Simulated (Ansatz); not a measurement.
K

The calculation's input:

```
crystal:
  lattice:
    - [7.3184889007, 0.0, 0.0]
    - [-3.6592444503, 6.3379973053, 0.0]
    - [0.0, 0.0, 4.3771983384]
  atoms:
    - { symbol: K, position: [0.0, 0.0, 0.5] }
    - { symbol: K, position: [0.3333333333, 0.6666666667, 0.0] }
    - { symbol: K, position: [0.6666666667, 0.3333333333, 0.0] }
basis:
  ecutwfc: 420
kpoints:
  mp_grid: { grid: [6, 6, 10] }
hamiltonian:
  xc: pbe
scf:
  occupations: { method: gaussian, width: 0.1 }
output:
  forces: true
  stress: true
  eigenvalues: true
  write_density: true
  write_potential: true
  elf: true
  volumetric_format: npy
relax:
  adjacent_minimum: "off"
  f_tol: 0.01
  max_steps: 30
  cell: { stress_tol: 0.1, fix: [volume] }
```

Run with:

```sh
ansatz run input.yaml --threads 1 --pin off --max-ram 2560MiB --backend cpu --events-out ev --progress --plain --runs-dir out
```

Below, planes, directions and counts refer to the conventional cell (a = 7.32 Å, b = 7.32 Å, c = 4.38 Å, α = 90.00°, β = 90.00°, γ = 120.00°).

Space group P6/mmm; a structure generated by program, which may or may not match a known phase; changed on purpose from its base cell (volume × 0.91, shape and atoms relaxed); computed without spin polarisation.

All numbers below come from DFT PBE, scalar-relativistic, plane waves, PAW in Ansatz.

What will maps of the valence pseudo-density and electron localisation function show?

Answer. K–K (4.23 Å): ρ is about 0.02 e/Å³ halfway; the ELF is about 0.10 at the midpoint: no localised pair shows between them.
K–K (4.38 Å): ρ is about 0.02 e/Å³ halfway; the ELF is about 0.20 at the midpoint; no shared electron pair shows on this line.

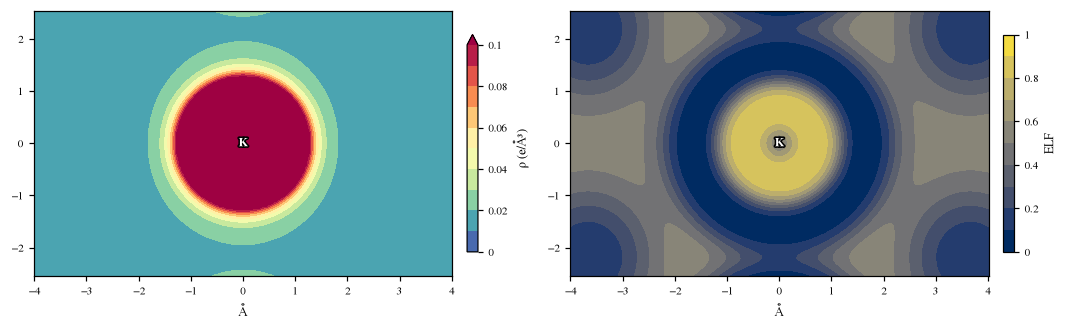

Computed valence pseudo-density and electron localisation function on the (100) plane of the conventional cell, in this order. 
